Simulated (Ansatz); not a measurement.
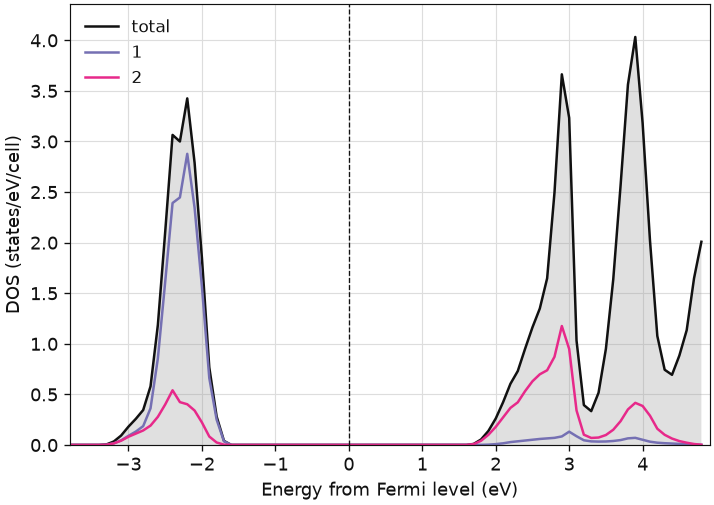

Density of states. Energies are counted from the Fermi level. The partial curves are projected on Löwdin-orthogonalised atomic shells; they sum to less than the total at higher energies, where shells without a projector contribute.

Structure: CsH, space group R-3m, 2 atoms in the cell; a = 4.55 Å, b = 4.55 Å, c = 4.55 Å, α = 60.06°, β = 60.06°, γ = 60.06°.

Ansatz; DFT HSE06, scalar-relativistic, plane waves, PAW, no spin polarisation, 6×6×6 k mesh, Gaussian smearing of 0.02 eV.

> The numbered curves are projections. Which is which? The candidates: Cs, H.

1 is H; 2 is Cs.

> Is there a gap at the Fermi level, and how wide?

There is a gap; over the k points computed it is 3.28 eV.

The structure is an invented one, so it need not be a known or stable phase.
